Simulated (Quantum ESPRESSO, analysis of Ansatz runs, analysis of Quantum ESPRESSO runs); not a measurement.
# U centre (hydride ion on a halide site) in LiF: local vibrational mode against experiment (Quantum ESPRESSO)

How near does this set-up come to the measured local vibrational mode? Subject: U centre (hydride ion on a halide site) in LiF. Set-up: PBE, GBRV 1.5 PBE, 64-site cell, PBE lattice, k: the zone centre alone. The model is a cell of 64 host atoms with 1 F taken out and 1 H put in. The frequencies come from force constants among the defect atom and its neighbours, with the masses of the isotopes named. A local or semilocal functional is the cheapest first rung.

Measured beforehand: Threefold local mode of H-: 1024 cm⁻¹, by infrared absorption (4.2-77 K) (quoted in “Electronic Absorption and Internal and External Vibrational Data of Atomic and Molecular Ions Doped in Alkali Halide Crystals (NSRDS-NBS 52)”, 1974, S. C. Jain, A. V. R. Warrier, S. K. Agarwal, quoting earlier work (1969)). Threefold local mode of D-: 746 cm⁻¹, by infrared absorption (4.2-77 K) (quoted in “Electronic Absorption and Internal and External Vibrational Data of Atomic and Molecular Ions Doped in Alkali Halide Crystals (NSRDS-NBS 52)”, 1974, S. C. Jain, A. V. R. Warrier, S. K. Agarwal, quoting earlier work (1969)). The runs below try to reproduce this.

Program: Quantum ESPRESSO 7.5. Level of theory: Quantum ESPRESSO plane-wave DFT, PBE, GBRV 1.5 PBE potentials; relaxation of all atoms of a defect supercell. Results are calculated unless marked as measured.

### 1. The starting structure

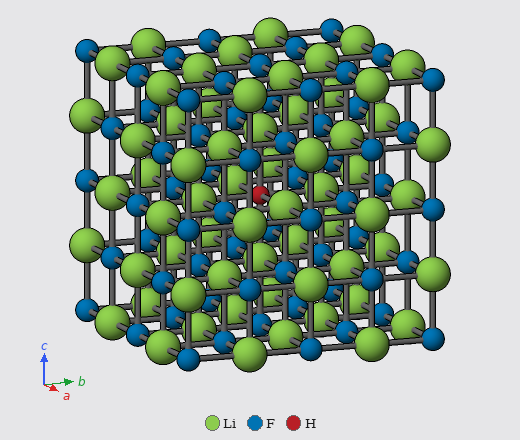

The starting structure, seen slightly off an axis (lithium green, fluorine blue, hydrogen red). Some periodic images of atoms are drawn too.

The cell holds 64 atoms: 32 Li, 31 F and 1 H. Cell: a = 8.131 Å, b = 8.131 Å, c = 8.131 Å, α = 90.0°, β = 90.0°, γ = 90.0°. It derives from LiF (space group Fm-3m). Nearest the centre at fractional (0.250, 0.500, 0.500): H31 at 0.00 Å, Li12 at 2.03 Å, Li19 at 2.03 Å, Li25 at 2.03 Å, Li28 at 2.03 Å, Li27 at 2.03 Å, Li57 at 2.03 Å, F21 at 2.87 Å.

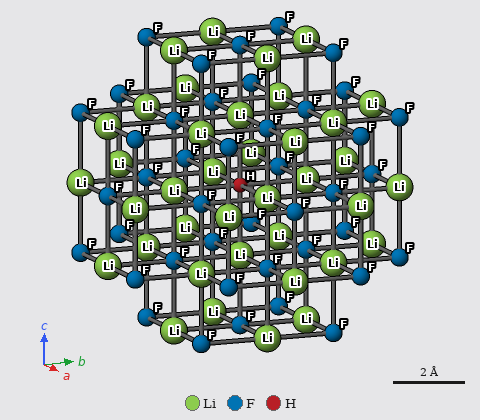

The atoms within 5 Å of the centre.

The host's primitive cell comes from a first run (Quantum ESPRESSO plane-wave DFT, PBE, GBRV 1.5 PBE potentials; relaxation of cell and atoms of a defect-free cell): vectors of 2.875, 2.875 and 2.875 Å. That is 8.40 Å³ an atom, 2.8 % over the diffraction cell's volume. The supercell is built on it.

### 2. Relaxation, charge 0

Every later number rests on the structure around the defect, so the atoms are relaxed at the host's lattice first.

pw.in

```
&CONTROL
  calculation = 'relax'
  prefix = 'pwscf'
  outdir = './tmp'
  pseudo_dir = './pseudo'
  tprnfor = .true.
  disk_io = 'low'
  nstep = 70
  forc_conv_thr = 0.00039
  etot_conv_thr = 0.0001
/
&SYSTEM
  ibrav = 0
  nat = 64
  ntyp = 3
  ecutwfc = 45
  ecutrho = 360
  nbnd = 161
  occupations = 'smearing'
  smearing = 'fd'
  degauss = 0.00073499
/
&ELECTRONS
  conv_thr = 6d-08
  electron_maxstep = 100
  mixing_beta = 0.5
/
&IONS
  ion_dynamics = 'bfgs'
/
ATOMIC_SPECIES
Li     6.9400 li_pbe_v1.4.uspp.F.UPF
F     18.9984 f_pbe_v1.4.uspp.F.UPF
H      1.0080 h_pbe_v1.4.uspp.F.UPF
CELL_PARAMETERS angstrom
   8.1305109237    0.0000000000    0.0000000000
   0.0000000000    8.1305109237    0.0000000000
   0.0000000000    0.0000000000    8.1305109237
ATOMIC_POSITIONS crystal
Li     0.0000000000    0.0000000000    0.0000000000
Li     0.0000000000    0.2500000000    0.2500000000
Li     0.2500000000    0.0000000000    0.2500000000
Li     0.2500000000    0.2500000000    0.0000000000
F      0.0000000000    0.0000000000    0.2500000000
F      0.0000000000    0.2500000000    0.0000000000
F      0.2500000000    0.0000000000    0.0000000000
F      0.2500000000    0.2500000000    0.2500000000
Li     0.0000000000    0.0000000000    0.5000000000
Li     0.0000000000    0.2500000000    0.7500000000
Li     0.2500000000    0.0000000000    0.7500000000
Li     0.2500000000    0.2500000000    0.5000000000
F      0.0000000000    0.0000000000    0.7500000000
F      0.0000000000    0.2500000000    0.5000000000
F      0.2500000000    0.0000000000    0.5000000000
F      0.2500000000    0.2500000000    0.7500000000
Li     0.0000000000    0.5000000000    0.0000000000
Li     0.0000000000    0.7500000000    0.2500000000
Li     0.2500000000    0.5000000000    0.2500000000
Li     0.2500000000    0.7500000000    0.0000000000
F      0.0000000000    0.5000000000    0.2500000000
F      0.0000000000    0.7500000000    0.0000000000
F      0.2500000000    0.5000000000    0.0000000000
F      0.2500000000    0.7500000000    0.2500000000
Li     0.0000000000    0.5000000000    0.5000000000
Li     0.0000000000    0.7500000000    0.7500000000
Li     0.2500000000    0.5000000000    0.7500000000
Li     0.2500000000    0.7500000000    0.5000000000
F      0.0000000000    0.5000000000    0.7500000000
F      0.0000000000    0.7500000000    0.5000000000
H      0.2500000000    0.5000000000    0.5000000000
F      0.2500000000    0.7500000000    0.7500000000
Li     0.5000000000    0.0000000000    0.0000000000
Li     0.5000000000    0.2500000000    0.2500000000
Li     0.7500000000    0.0000000000    0.2500000000
Li     0.7500000000    0.2500000000    0.0000000000
F      0.5000000000    0.0000000000    0.2500000000
F      0.5000000000    0.2500000000    0.0000000000
F      0.7500000000    0.0000000000    0.0000000000
F      0.7500000000    0.2500000000    0.2500000000
Li     0.5000000000    0.0000000000    0.5000000000
Li     0.5000000000    0.2500000000    0.7500000000
Li     0.7500000000    0.0000000000    0.7500000000
Li     0.7500000000    0.2500000000    0.5000000000
F      0.5000000000    0.0000000000    0.7500000000
F      0.5000000000    0.2500000000    0.5000000000
F      0.7500000000    0.0000000000    0.5000000000
F      0.7500000000    0.2500000000    0.7500000000
Li     0.5000000000    0.5000000000    0.0000000000
Li     0.5000000000    0.7500000000    0.2500000000
Li     0.7500000000    0.5000000000    0.2500000000
Li     0.7500000000    0.7500000000    0.0000000000
F      0.5000000000    0.5000000000    0.2500000000
F      0.5000000000    0.7500000000    0.0000000000
F      0.7500000000    0.5000000000    0.0000000000
F      0.7500000000    0.7500000000    0.2500000000
Li     0.5000000000    0.5000000000    0.5000000000
Li     0.5000000000    0.7500000000    0.7500000000
Li     0.7500000000    0.5000000000    0.7500000000
Li     0.7500000000    0.7500000000    0.5000000000
F      0.5000000000    0.5000000000    0.7500000000
F      0.5000000000    0.7500000000    0.5000000000
F      0.7500000000    0.5000000000    0.5000000000
F      0.7500000000    0.7500000000    0.7500000000
K_POINTS gamma
```

Started as:

```bash
> OMP_NUM_THREADS=1 mpirun -n 8 pw.x -in pw.in > pw.out
```

Log:

```text
This program is part of the open-source Quantum ESPRESSO suite
     for quantum simulation of materials; please cite
         "P. Giannozzi et al., J. Phys.:Condens. Matter 21 395502 (2009);
         "P. Giannozzi et al., J. Phys.:Condens. Matter 29 465901 (2017);
         "P. Giannozzi et al., J. Chem. Phys. 152 154105 (2020);
          URL
     in publications or presentations arising from this work. More details at

     gamma-point specific algorithms are used
     Message from routine setup:
     using ibrav=0 with symmetry is DISCOURAGED, use correct ibrav instead

     Subspace diagonalization in iterative solution of the eigenvalue problem:
     one sub-group per band group will be used
     scalapack distributed-memory algorithm (size of sub-group:  2*  2 procs)

     --------------------
     sticks:   dense  smooth     PW     G-vecs:    dense   smooth      PW
     Min         846     422    105                52290    18510    2326
     Max         847     424    110                52298    18512    2329
     Sum        6769    3389    853               418349   148093   18613

     Using Slab Decomposition

     bravais-lattice index     =            0
     lattice parameter (alat)  =      15.3644  a.u.
     unit-cell volume          =    3627.0214 (a.u.)^3
     number of atoms/cell      =           64
     number of atomic types    =            3
     number of electrons       =       314.00
     number of Kohn-Sham states=          161
     kinetic-energy cutoff     =      45.0000  Ry
     charge density cutoff     =     360.0000  Ry
     scf convergence threshold =      6.0E-08
     mixing beta               =       0.5000
     number of iterations used =            8  plain     mixing
     energy convergence thresh.=      1.0E-04
     force convergence thresh. =      3.9E-04
     Exchange-correlation=  SLA  PW   PBX  PBC
                           (   1   4   3   4   0   0   0)
     nstep                     =           70

     celldm(1)=  15.364439  celldm(2)=   0.000000  celldm(3)=   0.000000
     celldm(4)=   0.000000  celldm(5)=   0.000000  celldm(6)=   0.000000

     crystal axes: (cart. coord. in units of alat)
               a(1) = (   1.000000   0.000000   0.000000 )
               a(2) = (   0.000000   1.000000   0.000000 )
               a(3) = (   0.000000   0.000000   1.000000 )

     reciprocal axes: (cart. coord. in units 2 pi/alat)
               b(1) = (  1.000000  0.000000  0.000000 )
               b(2) = (  0.000000  1.000000  0.000000 )
               b(3) = (  0.000000  0.000000  1.000000 )

     PseudoPot. # 1 for Li read from file:
     li_pbe_v1.4.uspp.F.UPF
     Pseudo is Ultrasoft, Zval =  3.0
     Generated by new atomic code, or converted to UPF format
     Using radial grid of  751 points,  5 beta functions with:
                l(1) =   0
                l(2) =   0
                l(3) =   0
                l(4) =   1
                l(5) =   1
     Q(r) pseudized with 10 coefficients,  rinner =    1.150   1.150   1.150

     PseudoPot. # 2 for F  read from file:
     f_pbe_v1.4.uspp.F.UPF
     Pseudo is Ultrasoft, Zval =  7.0
     Generated by new atomic code, or converted to UPF format
     Using radial grid of  799 points,  4 beta functions with:
                l(1) =   0
                l(2) =   0
                l(3) =   1
                l(4) =   1
     Q(r) pseudized with  8 coefficients,  rinner =    0.950   0.950   0.950

     PseudoPot. # 3 for H  read from file:
     h_pbe_v1.4.uspp.F.UPF
     Pseudo is Ultrasoft, Zval =  1.0
     Generated by new atomic code, or converted to UPF format
     Using radial grid of  615 points,  2 beta functions with:
                l(1) =   0
                l(2) =   0
     Q(r) pseudized with  8 coefficients,  rinner =    0.700

     atomic species   valence    mass     pseudopotential
     Li                3.00     6.94000     Li( 1.00)
     F                 7.00    18.99840     F ( 1.00)
     H                 1.00     1.00800     H ( 1.00)

     48 Sym. Ops., with inversion, found (40 have fractional translation)

   Cartesian axes

     site n.     atom                  positions (alat units)
         1        Li     tau(   1) = (   0.0000000   0.0000000   0.0000000  )
         2        Li     tau(   2) = (   0.0000000   0.2500000   0.2500000  )
         3        Li     tau(   3) = (   0.2500000   0.0000000   0.2500000  )
         4        Li     tau(   4) = (   0.2500000   0.2500000   0.0000000  )
         5        F      tau(   5) = (   0.0000000   0.0000000   0.2500000  )
         6        F      tau(   6) = (   0.0000000   0.2500000   0.0000000  )
         7        F      tau(   7) = (   0.2500000   0.0000000   0.0000000  )
         8        F      tau(   8) = (   0.2500000   0.2500000   0.2500000  )
         9        Li     tau(   9) = (   0.0000000   0.0000000   0.5000000  )
        10        Li     tau(  10) = (   0.0000000   0.2500000   0.7500000  )
        11        Li     tau(  11) = (   0.2500000   0.0000000   0.7500000  )
        12        Li     tau(  12) = (   0.2500000   0.2500000   0.5000000  )
        13        F      tau(  13) = (   0.0000000   0.0000000   0.7500000  )
        14        F      tau(  14) = (   0.0000000   0.2500000   0.5000000  )
        15        F      tau(  15) = (   0.2500000   0.0000000   0.5000000  )
        16        F      tau(  16) = (   0.2500000   0.2500000   0.7500000  )
        17        Li     tau(  17) = (   0.0000000   0.5000000   0.0000000  )
        18        Li     tau(  18) = (   0.0000000   0.7500000   0.2500000  )
        19        Li     tau(  19) = (   0.2500000   0.5000000   0.2500000  )
        20        Li     tau(  20) = (   0.2500000   0.7500000   0.0000000  )
        21        F      tau(  21) = (   0.0000000   0.5000000   0.2500000  )
        22        F      tau(  22) = (   0.0000000   0.7500000   0.0000000  )
        23        F      tau(  23) = (   0.2500000   0.5000000   0.0000000  )
        24        F      tau(  24) = (   0.2500000   0.7500000   0.2500000  )
        25        Li     tau(  25) = (   0.0000000   0.5000000   0.5000000  )
        26        Li     tau(  26) = (   0.0000000   0.7500000   0.7500000  )
        27        Li     tau(  27) = (   0.2500000   0.5000000   0.7500000  )
        28        Li     tau(  28) = (   0.2500000   0.7500000   0.5000000  )
        29        F      tau(  29) = (   0.0000000   0.5000000   0.7500000  )
        30        F      tau(  30) = (   0.0000000   0.7500000   0.5000000  )
        31        H      tau(  31) = (   0.2500000   0.5000000   0.5000000  )
[...]
one-electron contribution =    -891.61864728 Ry
     hartree contribution      =     566.17828041 Ry
     xc contribution           =    -404.81756252 Ry
     ewald contribution        =   -1249.73874237 Ry

     convergence has been achieved in   4 iterations

     Forces acting on atoms (cartesian axes, Ry/au):

[...]
Total force =     0.002830     Total SCF correction =     0.000022
     Energy error            =      1.4E-05 Ry
     Gradient error          =      1.0E-03 Ry/Bohr

     number of scf cycles    =   3
     number of bfgs steps    =   2

     energy             old  =   -1979.9966578542 Ry
     energy             new  =   -1979.9966717680 Ry

     CASE: energy            _new < energy            _old

     new trust radius        =       0.0023650988 bohr
     new conv_thr            =       0.0000000006 Ry

ATOMIC_POSITIONS (crystal)
[...]
NEW-OLD atomic charge density approx. for the potential

     Self-consistent Calculation

     iteration #  1     ecut=    45.00 Ry     beta= 0.50
[...]
Threshold (ethr) on eigenvalues was too large:
     Diagonalizing with lowered threshold

[...]
total energy              =   -1979.99668741 Ry
     estimated scf accuracy    <       0.00000076 Ry

     iteration #  2     ecut=    45.00 Ry     beta= 0.50
[...]
total energy              =   -1979.99668751 Ry
     estimated scf accuracy    <       0.00000005 Ry

     iteration #  3     ecut=    45.00 Ry     beta= 0.50
     Davidson diagonalization with overlap
     ethr =  1.49E-11,  avg # of iterations =  4.0

     total energy              =   -1979.99668752 Ry
     estimated scf accuracy    <          3.5E-09 Ry

     iteration #  4     ecut=    45.00 Ry     beta= 0.50
     Davidson diagonalization with overlap
     ethr =  1.10E-12,  avg # of iterations =  3.0

     End of self-consistent calculation

          k = 0.0000 0.0000 0.0000 (  9307 PWs)   bands (ev):

[...]
10.8470

     the Fermi energy is     4.5156 ev

!    total energy              =   -1979.99668752 Ry
     estimated scf accuracy    <          5.7E-10 Ry
     smearing contrib. (-TS)   =       0.00000000 Ry
     internal energy E=F+TS    =   -1979.99668752 Ry

     The total energy is F=E-TS. E is the sum of the following terms:
     one-electron contribution =    -891.62511242 Ry
     hartree contribution      =     566.17821036 Ry
     xc contribution           =    -404.81773009 Ry
     ewald contribution        =   -1249.73205537 Ry

     convergence has been achieved in   4 iterations

     Forces acting on atoms (cartesian axes, Ry/au):

[...]
Total force =     0.001951     Total SCF correction =     0.000050
     Energy error            =      1.6E-05 Ry
     Gradient error          =      6.6E-04 Ry/Bohr

     number of scf cycles    =   4
     number of bfgs steps    =   3

     energy             old  =   -1979.9966717680 Ry
     energy             new  =   -1979.9966875221 Ry

     CASE: energy            _new < energy            _old

     new trust radius        =       0.0035476482 bohr
     new conv_thr            =       0.0000000006 Ry

ATOMIC_POSITIONS (crystal)
[...]
NEW-OLD atomic charge density approx. for the potential

     Self-consistent Calculation

     iteration #  1     ecut=    45.00 Ry     beta= 0.50
     Davidson diagonalization with overlap
     ethr =  1.00E-06,  avg # of iterations =  3.0

     Threshold (ethr) on eigenvalues was too large:
     Diagonalizing with lowered threshold

     Davidson diagonalization with overlap
     ethr =  2.80E-10,  avg # of iterations =  6.0

     total energy              =   -1979.99669999 Ry
     estimated scf accuracy    <       0.00000168 Ry

     iteration #  2     ecut=    45.00 Ry     beta= 0.50
     Davidson diagonalization with overlap
     ethr =  5.36E-10,  avg # of iterations =  2.0

     total energy              =   -1979.99670023 Ry
     estimated scf accuracy    <       0.00000011 Ry

     iteration #  3     ecut=    45.00 Ry     beta= 0.50
     Davidson diagonalization with overlap
     ethr =  3.37E-11,  avg # of iterations =  4.0

     total energy              =   -1979.99670026 Ry
     estimated scf accuracy    <          8.0E-09 Ry

     iteration #  4     ecut=    45.00 Ry     beta= 0.50
     Davidson diagonalization with overlap
     ethr =  2.54E-12,  avg # of iterations =  3.0

     total energy              =   -1979.99670026 Ry
     estimated scf accuracy    <          1.4E-09 Ry

     iteration #  5     ecut=    45.00 Ry     beta= 0.50
     Davidson diagonalization with overlap
     ethr =  4.46E-13,  avg # of iterations =  2.0

     End of self-consistent calculation

          k = 0.0000 0.0000 0.0000 (  9307 PWs)   bands (ev):

[...]
-0.8466  -0.8202  -0.8202  -0.8202  -0.7361  -0.7361  -0.7361  -0.7354
    -0.7345  -0.7345  -0.7324  -0.7324  -0.7324  -0.5622  -0.5622  -0.5622
    -0.4186  -0.4186  -0.4186  -0.3357  -0.3357  -0.3357  -0.2320  -0.2307
    -0.2307  -0.1315  -0.1315  -0.1315   0.0465   0.0465   0.0465   0.0504
     0.0504   0.0504   0.0515   0.0515   0.0515   0.1613   0.1613   0.1613
     0.3003   0.3003   0.3003   0.3036   0.3045   0.3045   0.3045   0.3052
     0.3052   0.3121   0.3121   0.3121   0.3205   0.3205   0.3205   0.3205
     0.3205   0.5160   0.5160   0.5160   2.6171   9.5138  10.8554  10.8554
    10.8554

     the Fermi energy is     4.5228 ev

!    total energy              =   -1979.99670026 Ry
     estimated scf accuracy    <          2.0E-10 Ry
     smearing contrib. (-TS)   =       0.00000000 Ry
     internal energy E=F+TS    =   -1979.99670026 Ry

     The total energy is F=E-TS. E is the sum of the following terms:
     one-electron contribution =    -891.64010250 Ry
     hartree contribution      =     566.18106350 Ry
     xc contribution           =    -404.81803675 Ry
     ewald contribution        =   -1249.71962451 Ry

     convergence has been achieved in   5 iterations

     Forces acting on atoms (cartesian axes, Ry/au):

[...]
atom   57 type  1   force =     0.00017646    0.00000000    0.00000000
     atom   58 type  1   force =    -0.00017696   -0.00017696   -0.00017696
     atom   59 type  1   force =     0.00000000    0.00000000    0.00006411
     atom   60 type  1   force =     0.00000000    0.00006411    0.00000000
     atom   61 type  2   force =     0.00007251   -0.00000000    0.00007251
     atom   62 type  2   force =     0.00007251    0.00007251    0.00000000
     atom   63 type  2   force =     0.00000000    0.00000000    0.00000000
     atom   64 type  2   force =     0.00000000   -0.00007781   -0.00007781

     Total force =     0.001125     Total SCF correction =     0.000013
     Energy error            =      1.3E-05 Ry
     Gradient error          =      1.8E-04 Ry/Bohr

     bfgs converged in   5 scf cycles and   4 bfgs steps
     (criteria: energy <  1.0E-04 Ry, force <  3.9E-04 Ry/Bohr)

     End of BFGS Geometry Optimization

     Final energy             =   -1979.9967002596 Ry

     File ./tmp/pwscf.bfgs deleted, as requested
Begin final coordinates

ATOMIC_POSITIONS (crystal)
[...]
Li               0.5005807484        0.5000000000        0.5000000000
Li               0.4998971012        0.7498971012        0.7498971012
Li               0.7500000000        0.5000000000        0.7499280722
Li               0.7500000000        0.7499280722        0.5000000000
F                0.4998809143        0.5000000000        0.7498809143
F                0.4998809143        0.7498809143        0.5000000000
F                0.7500000000        0.5000000000        0.5000000000
F                0.7500000000        0.7499645416        0.7499645416
End final coordinates

=------------------------------------------------------------------------------=
   JOB DONE.
=------------------------------------------------------------------------------=
```

The job ended after 28 s (8 MPI ranks of Arm Neoverse V1, shared host; peak memory 0.85 GiB).

No atom moved by 0.005 Å in the relaxation.

Neighbours of H31 at the end:

```
atom  distance (Å)
Li12         2.037
Li19         2.037
Li25         2.037
Li28         2.037
Li27         2.037
Li57         2.037
 F14         2.873
 F30         2.873
 F24         2.873
 F21         2.873
 F16         2.873
 F29         2.873
 F32         2.873
 F46         2.873
  F8         2.873
 F61         2.873
```

[end of part 1 of 2]

[Logs are printed without paths, hosts, clocks, repeated set-up lines and the standing remarks that a program may print on its own settings, such as how far it seeks lower states.]

[Hosts, paths, dates, database ids (printed as entryN), source tags and the programs' standing remarks are cut or masked in the printed files.]

[For some hosts the program warned that the k-mesh of the response run may be too coarse for force constants and the static dielectric constant; such warnings are not shown here.]
